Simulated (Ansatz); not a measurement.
**A series of single points on Ge**

System: Ge (C2/c, 2 atoms in the cell).
Method: DFT, revPBE, plane waves (420 eV) with PAW, scalar-relativistic, no spin polarisation (Ansatz 0.2.0).

The 5 runs differ only in the geometry, by an even scaling of the cell at fixed fractional positions.

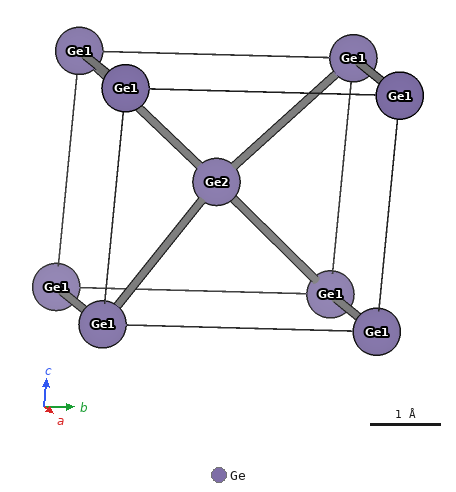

Figure 1. The structure of run 3 (ball-and-stick view of the reduced cell, seen slightly off an axis; atoms are numbered from 1 in the order of the input).

**Input of run 3**
```yaml
crystal:
  lattice:
    - [-2.638505975, 2.6413671349, 1.4588251274]
    - [2.6413671349, -2.638505975, 1.4588251274]
    - [2.6535632204, 2.6535632204, -1.4535849078]
  atoms:
    - { symbol: Ge, position: [0.9999091455, 9.08545e-05, 1.0] }
    - { symbol: Ge, position: [0.7500908545, 0.2499091455, 0.5] }
hamiltonian:
  xc: revpbe
  pseudopotentials:
    kind: paw
    azcp:
      Ge: "pseudopotentials/Ge.paw.azcp"
basis:
  ecutwfc: 420
  fft_grid_basis: typed
kpoints:
  mp_grid: { grid: [14, 14, 10], shift: [0, 0, 0] }
magnetization:
  spin_polarized: false
scf:
  occupations: { method: fermi_dirac, width: 0.1 }
  lower_state_search: "off"
output:
  stress: true
  write_density: true
  write_potential: true
  elf: true
  volumetric_format: npy
```

Lattice vectors (Å) and fractional positions of run 3:
```
  -2.638506    2.641367    1.458825
   2.641367   -2.638506    1.458825
   2.653563    2.653563   -1.453585
Ge  0.999909  0.000091  1.000000
Ge  0.750091  0.249909  0.500000
```

Run 2 differs from it as follows:
```diff
-    - [-2.638505975, 2.6413671349, 1.4588251274]
-    - [2.6413671349, -2.638505975, 1.4588251274]
-    - [2.6535632204, 2.6535632204, -1.4535849078]
+    - [-2.6042357847, 2.6070597825, 1.4398772019]
+    - [2.6070597825, -2.6042357847, 1.4398772019]
+    - [2.6190974593, 2.6190974593, -1.4347050448]
```

**Results, with one run withheld**

| run | volume per atom (Å³) | free energy per atom, from the lowest run given (meV) | pressure (GPa) |
| --- | --- | --- | --- |
| 1 | 17.304 | 65.91 | 11.03 |
| 2 | 19.663 | ? | ? |
| 3 | 20.450 | 0.00 | −2.30 |
| 4 | 21.236 | 15.93 | −4.12 |
| 5 | 22.023 | 39.85 | −5.57 |

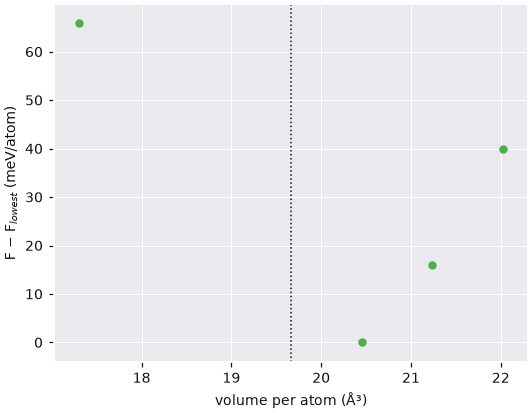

Figure 2. Free energy per atom of the runs given; the dotted line marks run 2.

What should run 2 give?

A quadratic polynomial in V^(−2/3) (the Birch–Murnaghan form), fitted to the 4 runs given, misses them by at most 0.16 meV per atom. With x = V^(−2/3) − 0.13522 Å⁻², it reads F = −3.6084 − 1774.2 x + 4.6654e+05 x² (meV per atom). At run 2 it gives −5.29 meV per atom, and the run itself gives −5.89. The slope of the fit gives a pressure −dF/dV of 0.10 GPa there, and the run prints −0.01 GPa. The two needn't agree exactly: the fit is approximate, and the printed stress is taken on a finite basis. The fit has its minimum at 19.694 Å³ per atom, where V d²F/dV² gives 63.4 GPa. Cell shape and fractional positions are held, so this is the stiffness under even scaling; the relaxed bulk modulus wasn't computed. So low a polynomial doesn't follow these energies more closely.

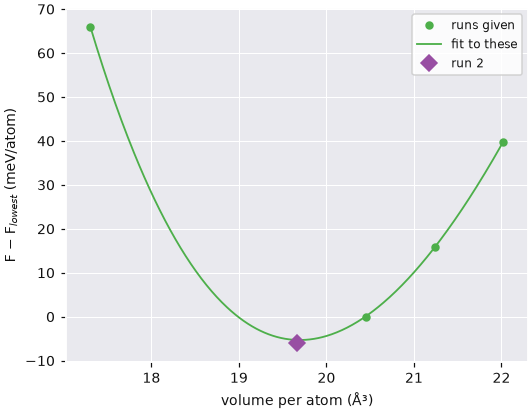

Figure 3. The fit and the withheld run.

**Output, shortened to warnings, some set-up lines, iterations and results (run 2)**
```
Basis set: ecut = 420 eV, 773 PW (Γ)
Symmetry: 4 space group operations
k-points: 534 of 1960
Initial density: superposition of atomic densities (neutral atoms: chi_scale 0, normalization atom), corrected by the library's trained network
[...]
SCF iter   1: F=—  HF=-8597.641573 eV  |F-HF|=—  |Δ(HF+E_count)|=         —  Δρ=2.43e-3  dr2=1.15e-3  ethr=1.77e-3  ⟨swp⟩=5.1  Hψ=39338  notcnv=0
SCF iter   2: F=—  HF=-8597.640931 eV  |F-HF|=—  |Δ(HF+E_count)|=   6.41e-4  Δρ=1.20e-3  dr2=5.13e-4  ethr=4.10e-6  ⟨swp⟩=2.0  Hψ=21216  notcnv=0
SCF iter   3: F=—  HF=-8597.640914 eV  |F-HF|=—  |Δ(HF+E_count)|=   1.71e-5  Δρ=7.24e-4  dr2=1.91e-4  ethr=1.83e-6  ⟨swp⟩=2.0  Hψ=16839  notcnv=0
SCF iter   4: F=—  HF=-8597.640893 eV  |F-HF|=—  |Δ(HF+E_count)|=   2.18e-5  Δρ=9.70e-5  dr2=3.37e-6  ethr=6.82e-7  ⟨swp⟩=2.0  Hψ=11760  notcnv=0
SCF iter   5: F=—  HF=-8597.640894 eV  |F-HF|=—  |Δ(HF+E_count)|=   1.77e-6  Δρ=2.84e-5  dr2=2.18e-7  ethr=1.20e-8  ⟨swp⟩=2.0  Hψ=17113  notcnv=0
SCF iter   6: F=-8597.640894 eV  HF=-8597.640894 eV  |F-HF|=1.36e-9  |Δ(HF+E_count)|=   4.12e-8  Δρ=5.12e-6  dr2=9.13e-9  ethr=3.57e-10  ⟨swp⟩=8.0  Hψ=65494  notcnv=0
SCF 1 converged in 6 iterations: F = -8597.640894 eV  dr2 = 9.13e-9
SCF converged after 6 iterations
Free energy (F): -8597.640894 eV
Harris-Foulkes:  -8597.640894 eV  (|F-HF|=1.36e-9)
Internal energy: -8597.611709 eV  (E = F + TS)
E sigma→0 (E₀):  -8597.626302 eV
Entropy (-TS):   -0.029185 eV (-14.592 meV/atom)
Fermi energy:    10.354984 eV
--- Per-component energies (eV) ---
  E_band       = -242.771833
  E_kinetic    = 219.964593
  E_local      = -4382.371444  (includes V_loc(G=0)·N_el)
  E_nonlocal   = 831.709263
  E_hartree    = 1915.501376
  E_xc         = -150.679851
  E_vxc        = -128.167527  (∫ρ·V_xc dr)
  E_paw        = -4042.797390  (= ΣΔE_a)
  E_vpaw       = -614.908448  (= ΣTr[D̂ρ^β])
  E_aug_tail   = 0.000713  (compensation charges beyond the density's cutoff)
  E_ewald      = -2988.677874
  E_core_change = -0.261096  (= ΣΔE_core)
  E_smearing   = -0.029185  (= −TS)
  E_closure    = 0.000000  (closes the sum)
  Σ components = -8597.640894   (vs F -8597.640894, Δ=0.00e0)
--- Stress (GPa, compression-positive) ---
       -0.150382      -0.359521      -0.016501
       -0.359521      -0.150382      -0.016501
       -0.016501      -0.016501       0.261533
  P = ⅓ Tr σ = -0.0131 GPa (-0.131 kbar)
```
